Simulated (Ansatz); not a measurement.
Ti: single-point calculation

The run: single-point calculation of Ti (2 atoms in the cell). Method and program: DFT, PBE, plane waves, PAW, spin-polarised (Ansatz 0.2.0).

The structure derives from an entry of the Crystallography Open Database. It belongs to a series of runs on one base structure; here: default search for lower states, PAW files. Figures and captions count atoms from 1; the log counts them from 0 in places.

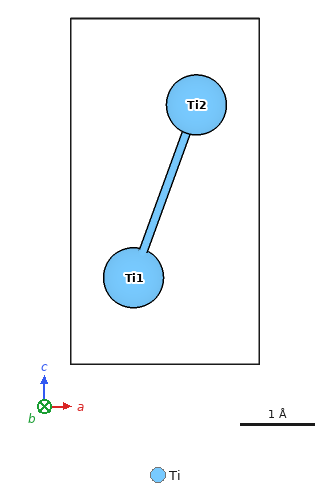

*The structure (ball-and-stick view of the cell of the calculation, along the b axis; atoms are numbered from 1 in the order of the input).*

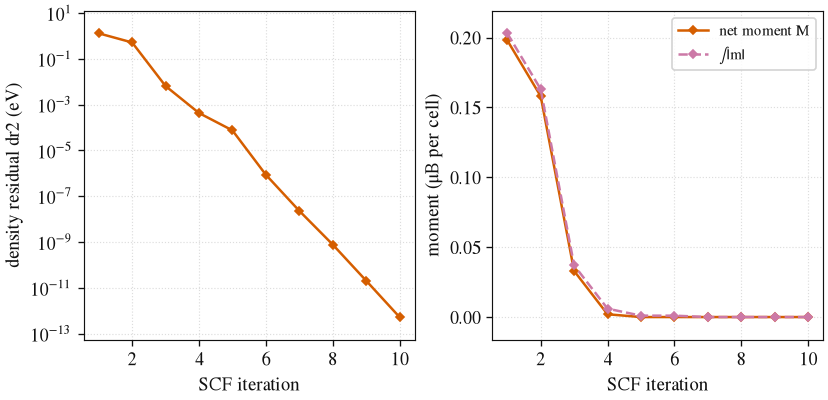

*Convergence of the self-consistent field: density residual dr2 and magnetic moment against the SCF iteration.*

The residual falls at every step. The net moment goes from 0.2 to 0.0 μB per cell, and ∫|m| falls to zero.

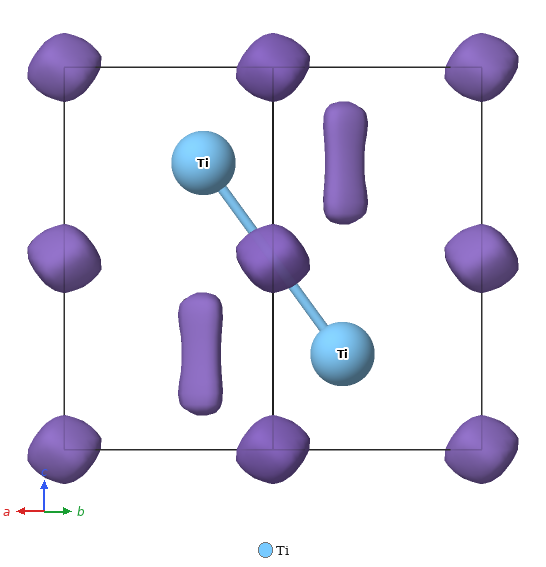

*Isosurface of the electron localisation function at 0.65 (purple), seen along [110]. Only the valence region is drawn (cores and ρ < 0.01 e/Å³ removed). Sticks mark near contacts. The outline is the cell set on symmetry axes.*

Profiles from the grid: Ti–Ti (2.89 Å): the ELF is about 0.20 at the midpoint; no shared electron pair. Ti–Ti (2.95 Å): the ELF is about 0.25 at the midpoint (no shared electron pair). Core electrons are frozen (PAW), so the fields are smoothed inside the atomic spheres.

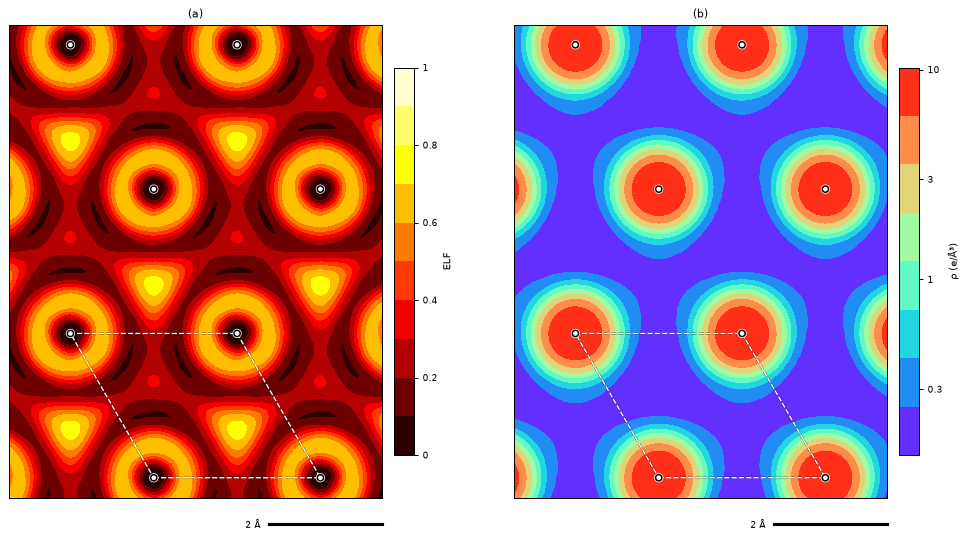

*(a) ELF; (b) valence charge density (pseudo) on the (001) plane of the conventional cell. Circles mark the nuclei in the plane (Ti).*

Atoms in the plane: Ti. Ti–Ti (2.95 Å): ρ is about 0.19 e/Å³ halfway; the ELF is about 0.25 at the midpoint; no localised pair between them. Away from the nuclei the density in this plane falls to 0.15 e/Å³ at its lowest. The strong features right at Ti lie inside the PAW spheres (semicore, d or f shells) and say nothing about bonding.

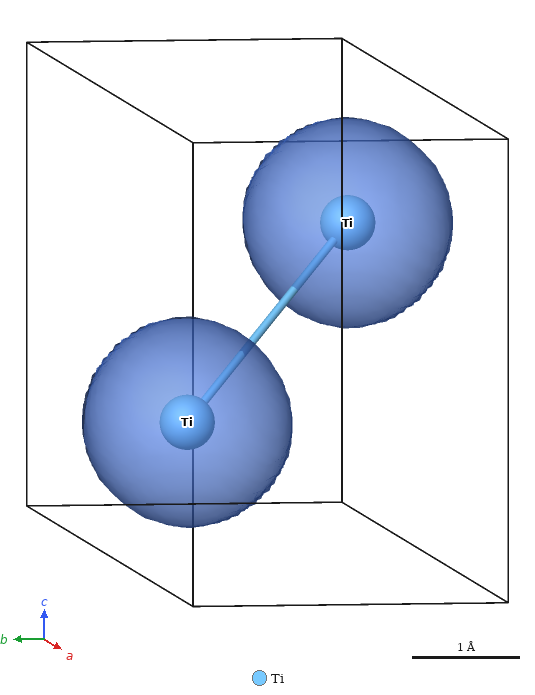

*Isosurface of the valence electron density at 0.4 e/Å³ (blue), seen at an oblique angle. Sticks mark near contacts. The outline is the cell set on symmetry axes.*

At this value the density breaks into separate islands; it holds about 75 % of the electrons treated as valence (semicore included). It is pinched off along the Ti–Ti (2.89 Å) and Ti–Ti (2.95 Å) contacts. On the grid the lowest density along these lines, outside the cores, is 0.19 e/Å³ (Ti–Ti, 2.89 Å) and 0.19 e/Å³ (Ti–Ti, 2.95 Å).

These pictures come from the run below.

Input file:
```yaml
crystal:
  lattice:
    - [2.95, 0.0, 0.0]
    - [-1.475, 2.5547749412, 0.0]
    - [0.0, 0.0, 4.68]
  atoms:
    - { symbol: Ti, position: [0.3333333333, 0.6666666667, 0.25], spin: 1.0 }
    - { symbol: Ti, position: [0.6666666667, 0.3333333333, 0.75], spin: 1.0 }
magnetization:
  spin_polarized: true
kpoints:
  mp_grid: { grid: [13, 13, 7] }
scf:
  occupations: { method: fermi_dirac, width: 0.05 }
  lower_state_search: light
hamiltonian:
  xc: pbe
  pseudopotentials: { kind: paw }
output:
  forces: true
  stress: true
  eigenvalues: true
  write_density: true
  write_potential: true
  elf: true
  volumetric_format: npy
```

Launch command:
```bash
ansatz run input.yaml --threads 1 --pin off --max-ram 3072MiB --backend cpu --events-out ev --progress --plain --runs-dir out
```

Log:
```
Engine: ansatz 0.2.0, aarch64-unknown-linux-gnu
Pseudopotentials: kind: paw
Pseudopotential: Ti, paw, valence charge 12, recommended cutoff 420 eV (normal), Ti.paw.azcp
Functional definition: PBE
  parameter kappa = 0.804
  parameter beta = 0.06672455060314922
  exchange = pbe_x(kappa = kappa, mu = beta*pi^2/3)
  correlation = pbe_c(beta = beta)
Crystal: 2 atoms, lattice volume = 35.271 Å³
Basis set: ecut = 420 eV, 687 PW (Γ), exchange–correlation on 40×40×64 points (8 copies of the dense FFT grid, shifted against one another)
Bands: 17, of which v1, the nominal top of the filled ones, is band 12 counted from 1 (11 counted from 0)
Symmetry: 24 space group operations
Space group: P63/mmc (ITA 194), of the structure as read, at distance tolerance 3.3e-5 Å
Magnetic group: BNS 194.263 (UNI 1493), of the structure as read, at distance tolerance 3.3e-5 Å
k-points: 84 of 1183
Non-local potential: Ti, projectors of the file, l = 0: 3, l = 1: 2, l = 2: 3, l = 3: 1
PAW form: soft (Blöchl's): semilocal exchange-correlation on the pseudo side does not see the compensation charge
PAW one-centre angular grid: Ti, 590 points (default); XC on 64 Gauss nodes
Initial density: superposition of atomic densities (chi_scale 0.1, normalization cell)
Starting moments: Σ|m| = 2 μB on 2 of 2 sites
Initial wavefunctions: pseudopotential atomic-orbital guess
Functional: x = pbe(κ = 0.804, μ = 0.2195149727645171), c = pbe(β = 0.06672455060314922)
SCF iter   1: F=—  HF=-5000.207824 eV  |F-HF|=—  |Δ(HF+E_count)|=         —  Δρ=7.49e-2 (↑7.49e-2 ↓3.17e-2)  dr2=1.30e0  dr2_m=7.93e-1  M=0.198 μB ∫|m|=0.203 μB  β_m=0.30  ethr=3.10e-3  ⟨swp⟩=4.3  Hψ=11917  notcnv=0
Mixer restart at iter 1: flushing history
preconditioner: auto → none  [metal: Δε(μ)=0.015 eV  Ē_g=3.669 eV  σ=0.050 eV  W_gap=0.07  n_scr=8 (ndim 8)  ℏωp=17.7 eV  f_vac=0.000  D(μ)=1.79/eV (n_scr^D=22)  sad-step TF]
SCF iter   2: F=—  HF=-4999.577069 eV  |F-HF|=—  |Δ(HF+E_count)|=   6.31e-1  Δρ=5.06e-2 (↑5.06e-2 ↓2.56e-2)  dr2=5.18e-1  dr2_m=4.13e-1  M=0.158 μB ∫|m|=0.163 μB  β_m=0.61  ethr=3.10e-3  ⟨swp⟩=2.0  Hψ=4952  notcnv=0  defer=1
SCF iter   3: F=—  HF=-4999.319205 eV  |F-HF|=—  |Δ(HF+E_count)|=   2.58e-1  Δρ=6.76e-3 (↑6.76e-3 ↓4.50e-3)  dr2=6.50e-3  dr2_m=9.22e-3  M=0.033 μB ∫|m|=0.037 μB  β_m=0.67  ethr=2.16e-3  ⟨swp⟩=2.0  Hψ=4299  notcnv=0  defer=1
SCF iter   4: F=—  HF=-4999.338610 eV  |F-HF|=—  |Δ(HF+E_count)|=   1.94e-2  Δρ=7.83e-4 (↑4.13e-4 ↓7.83e-4)  dr2=4.32e-4  dr2_m=2.26e-5  M=0.002 μB ∫|m|=0.006 μB  β_m=0.83  ethr=2.71e-5  ⟨swp⟩=2.7  Hψ=5569  notcnv=0  defer=1
SCF iter   5: F=—  HF=-4999.339397 eV  |F-HF|=—  |Δ(HF+E_count)|=   7.88e-4  Δρ=2.63e-4 (↑2.63e-4 ↓2.42e-4)  dr2=7.54e-5  dr2_m=5.02e-7  M=0.000 μB ∫|m|=0.001 μB  β_m=0.77  ethr=1.80e-6  ⟨swp⟩=2.0  Hψ=5403  notcnv=0  defer=1
SCF iter   6: F=—  HF=-4999.339386 eV  |F-HF|=—  |Δ(HF+E_count)|=   1.13e-5  Δρ=4.52e-5 (↑4.52e-5 ↓3.05e-5)  dr2=8.76e-7  dr2_m=1.88e-7  M=0.000 μB ∫|m|=0.001 μB  β_m=0.88  ethr=3.14e-7  ⟨swp⟩=3.0  Hψ=5361  notcnv=0  defer=1
SCF iter   7: F=—  HF=-4999.339386 eV  |F-HF|=—  |Δ(HF+E_count)|=   2.92e-7  Δρ=1.17e-5 (↑1.17e-5 ↓8.46e-6)  dr2=2.33e-8  dr2_m=2.67e-8  M=0.000 μB ∫|m|=0.000 μB  β_m=0.94  ethr=3.65e-9  ⟨swp⟩=2.6  Hψ=5072  notcnv=0  defer=1
SCF iter   8: F=—  HF=-4999.339386 eV  |F-HF|=—  |Δ(HF+E_count)|=   6.29e-8  Δρ=1.48e-6 (↑1.48e-6 ↓8.26e-7)  dr2=7.88e-10  dr2_m=2.76e-10  M=0.000 μB ∫|m|=0.000 μB  β_m=0.97  ethr=9.71e-11  ⟨swp⟩=2.0  Hψ=4796  notcnv=0  defer=1
SCF iter   9: F=—  HF=-4999.339386 eV  |F-HF|=—  |Δ(HF+E_count)|=  8.13e-10  Δρ=2.29e-7 (↑1.04e-7 ↓2.29e-7)  dr2=2.09e-11  dr2_m=5.48e-12  M=0.000 μB ∫|m|=0.000 μB  β_m=0.98  ethr=3.28e-12  ⟨swp⟩=2.0  Hψ=4620  notcnv=0  defer=1
SCF iter  10: F=-4999.339386 eV  HF=-4999.339386 eV  |F-HF|=2.73e-12  |Δ(HF+E_count)|=  2.46e-11  Δρ=4.44e-8 (↑4.44e-8 ↓3.28e-8)  dr2=5.37e-13  dr2_m=2.74e-13  M=0.000 μB ∫|m|=0.000 μB  ethr=1.00e-12  ⟨swp⟩=3.1  Hψ=10710  notcnv=0
SCF 1 converged in 10 iterations: F = -4999.339386 eV  dr2 = 5.37e-13
  greatest PAW one-centre occupation: 0.999 electrons in one spin orbital (limit 2), on the Ti atom at site 1 (counted from 0), in its partial waves of l = 0
WARN: the starting moments were not kept: the SCF closed with an absolute magnetisation of 7.1e-7 μB, where they sum to 2 μB in size (2 sites). That is at most 0.1 of that sum. Measured as dr2_m measures the in/out step, that magnetisation stands 5.7e-14 eV from none, at or under the dr2_threshold of 1.0e-7 eV: it is no larger than a step whose dr2_m would equal this threshold. The system may hold no moment; this SCF shows only that its start led to no more than that. To try another start: raise the starting moments (crystal.atoms[].spin, magnetization.per_species, magnetization.initial_magnetization, or on a non-collinear deck that types none of these the spinor_matrix: blocks that start its atoms; where the total moment is fixed, keep their sum and leave initial_magnetization as it is; typed ones take the place of any that the run laid by itself, positive ones on a crystal's lanthanoids without a Hubbard term where scf.initial_density.shell_occupations: [] is typed) or, if the notice of its spin-set hold's release reads "site moments contracting" or "site moments show no strong build", lengthen the hold (scf.mixing.spin_hold: { on: { confirm: 4 } }; for m-r²SCAN on two components see the key's manual first). Each may lead to a state that holds a moment. A second SCF, from the converged charge density, with the starting moments and any scf.initial_density.shell_occupations laid on it anew, would have followed, and was not run: the deck does not ask for one (magnetization.retry_lost_moments is false, the default). To let it run, set magnetization.retry_lost_moments: true and run the deck again, where that key's refused combinations let it; where memory then withholds it, that run's warning says so.
SCF converged after 10 iterations
Magnetization: 0.0000 μB (12.0000 up, 12.0000 down)
Absolute magnetization: 0.0000 μB (∫|ρ↑−ρ↓|, with the PAW one-centre terms)
Spin contamination: 0.0000 ħ² per cell (⟨S²⟩ above its minimum at these occupations)
Per-site moments (μB) at R_I (Å): [(6.370994341697874e-8, 1.1938603286741447), (6.370994322898986e-8, 1.1938603286741447)]
Free energy (F): -4999.339386 eV
Harris-Foulkes:  -4999.339386 eV  (|F-HF|=2.73e-12)
Internal energy: -4999.321244 eV  (E = F + TS)
E sigma→0 (E₀):  -4999.330315 eV
Entropy (-TS):   -0.018143 eV (-9.071 meV/atom)
Fermi energy:    13.148173 eV
--- Per-component energies (eV) ---
  E_band       = -320.996265
  E_kinetic    = 543.916680
  E_local      = -1642.279029  (includes V_loc(G=0)·N_el)
  E_nonlocal   = 16.010430
  E_hartree    = 673.180693
  E_xc         = -194.679945
  E_vxc        = -243.526693  (∫ρ·V_xc dr)
  E_paw        = -2094.991455  (= ΣΔE_a)
  E_vpaw       = -341.479288  (= ΣTr[D̂ρ^β])
  E_aug_tail   = 0.000247  (compensation charges beyond the density's cutoff)
  E_ewald      = -2300.478866
  E_smearing   = -0.018143  (= −TS)
  E_closure    = 0.000000  (closes the sum)
  Σ components = -4999.339386   (vs F -4999.339386, Δ=0.00e0)
--- Forces (eV/Å), atoms counted from 1 ---
  atom   1  Ti     0.00000000     0.00000000    -0.00000000
  atom   2  Ti     0.00000000    -0.00000000     0.00000000
  max |Σ_I F_I| component: 0.00e0 eV/Å
--- Stress (GPa, compression-positive) ---
       -1.407318       0.000000       0.000000
       -0.000000      -1.407318      -0.000000
        0.000000      -0.000000      -1.669941
  P = ⅓ Tr σ = -1.4949 GPa (-14.949 kbar)
--- Band table (eV; the first three rows and the last of 168) ---
  k-point 0 ↑: bands = ["-43.6983", "-43.5693", "-20.2853", "-19.6704", "-19.6704", "-19.6101", "-19.5745", "-19.5745", "6.9909", "10.4945", "13.8494", "13.9133", "13.9133", "14.0115", "14.3992", "14.3992", "14.7537"]
  k-point 1 ↑: bands = ["-43.6919", "-43.5757", "-20.2531", "-19.6657", "-19.6657", "-19.6449", "-19.5793", "-19.5793", "7.1601", "10.3972", "13.5829", "13.8400", "13.8400", "13.9188", "14.3101", "14.3101", "14.9342"]
  k-point 2 ↑: bands = ["-43.6742", "-43.5938", "-20.1623", "-19.7415", "-19.6524", "-19.6524", "-19.5926", "-19.5926", "7.6482", "10.0034", "13.1882", "13.6711", "13.7554", "13.7554", "14.1063", "14.1063", "15.3170"]
  k-point 83 ↓: bands = ["-43.5593", "-43.5565", "-20.1089", "-20.1027", "-19.9426", "-19.8967", "-19.7104", "-19.7007", "11.6889", "11.7299", "12.1908", "12.3238", "12.8844", "12.9936", "14.6527", "14.9782", "16.2173"]
```

File v_z.tsv:
```
# z_ang	v_es[eV]	v_tot_up[eV]	v_tot_dn[eV]
# format = ansatz-planar-average/11
# xc	pbe
# density_cutoff_ev	1680
# datasets	Ti=:simpson_from_first_knot:soft
# lattice	2.950000000	0.000000000	0.000000000
# lattice	-1.475000000	2.554774941	0.000000000
# lattice	0.000000000	0.000000000	4.680000000
# sites	2
# site	22	0.000000000	1.703183294	1.170000000
# site	22	1.475000000	0.851591647	3.510000000
0.000000	1.273239e1	3.324708e0	3.324712e0
0.146250	1.235034e1	2.941732e0	2.941735e0
0.292500	1.099541e1	1.370492e0	1.370495e0
0.438750	8.739659e0	-1.452146e0	-1.452144e0
0.585000	6.152926e0	-4.831110e0	-4.831110e0
0.731250	3.781492e0	-8.007534e0	-8.007534e0
0.877500	1.988025e0	-1.044079e1	-1.044079e1
1.023750	9.062890e-1	-1.193164e1	-1.193164e1
1.170000	5.483580e-1	-1.242316e1	-1.242316e1
1.316250	9.062890e-1	-1.193164e1	-1.193164e1
1.462500	1.988025e0	-1.044079e1	-1.044079e1
1.608750	3.781492e0	-8.007534e0	-8.007534e0
1.755000	6.152926e0	-4.831110e0	-4.831110e0
1.901250	8.739659e0	-1.452146e0	-1.452144e0
2.047500	1.099541e1	1.370492e0	1.370495e0
2.193750	1.235034e1	2.941732e0	2.941735e0
2.340000	1.273239e1	3.324708e0	3.324712e0
2.486250	1.235034e1	2.941732e0	2.941735e0
2.632500	1.099541e1	1.370492e0	1.370495e0
2.778750	8.739659e0	-1.452146e0	-1.452144e0
2.925000	6.152926e0	-4.831110e0	-4.831110e0
3.071250	3.781492e0	-8.007534e0	-8.007534e0
3.217500	1.988025e0	-1.044079e1	-1.044079e1
3.363750	9.062890e-1	-1.193164e1	-1.193164e1
3.510000	5.483580e-1	-1.242316e1	-1.242316e1
3.656250	9.062890e-1	-1.193164e1	-1.193164e1
3.802500	1.988025e0	-1.044079e1	-1.044079e1
3.948750	3.781492e0	-8.007534e0	-8.007534e0
4.095000	6.152926e0	-4.831110e0	-4.831110e0
4.241250	8.739659e0	-1.452146e0	-1.452144e0
4.387500	1.099541e1	1.370492e0	1.370495e0
4.533750	1.235034e1	2.941732e0	2.941735e0
```

Key numbers:

| quantity | value |
| --- | --- |
| outcome | converged |
| space group (tolerance 0.01 Å) | P6₃/mmc (194) |
| electrons treated | 24 |
| free energy | −4999.3394 eV |
| Fermi energy | 13.148 eV |
| net moment of the cell | 0.00 μB |
| integrated absolute moment | 0.00 μB |
| pressure | −1.49 GPa |
| largest force (length of the vector) | under 0.001 eV/Å |
| hardware | 1 thread of Arm Neoverse N1, 24 GiB of memory available, shared host |
| wall time | 14 s |
| peak memory | 0.38 GiB |

Remarks:

Settings chosen away from the usual ones: default search for lower states, PAW files. The program warns: some starting moments were not kept.
